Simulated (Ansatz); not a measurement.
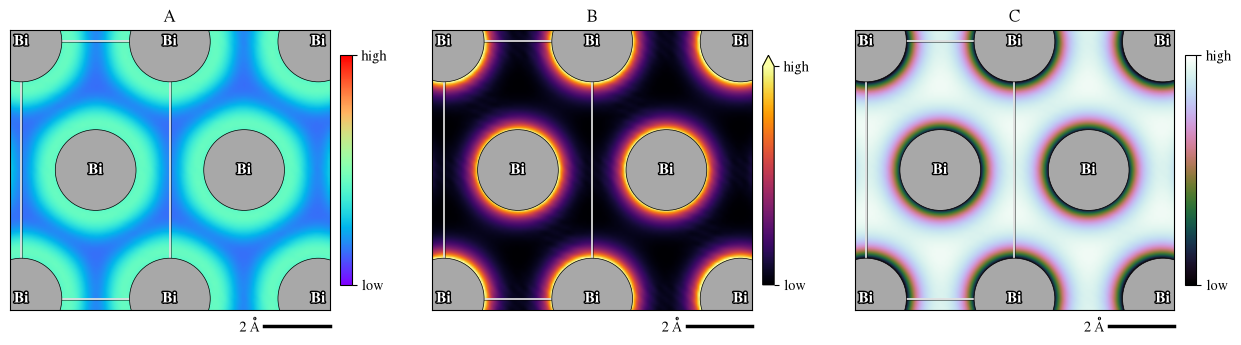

Bi: 3 fields on the (001) plane of the conventional cell, with unlabelled colour scales. Grey discs cover the atomic cores.

Space group C2/c; changed on purpose from its base cell (strain +0.0075 x Voigt [0, 0, 0, 0, 1, 0], atoms carried along); computed pressure about −3 GPa in this cell.

Method: DFT r2SCAN, scalar-relativistic, plane waves, PAW (Ansatz 0.2.0).

Q: The panels show electron localisation function, electrostatic potential energy of an electron and valence pseudo-density in some order. Assign them.

A: Panel A: electron localisation function. Panel B: valence pseudo-density. Panel C: electrostatic potential energy of an electron (low next to the atoms, rising into the space between them). From the grid: Bi–Bi (4.54 Å): ρ is about 0.04 e/Å³ halfway; the ELF is about 0.20 at the midpoint; no localised pair shows between them.
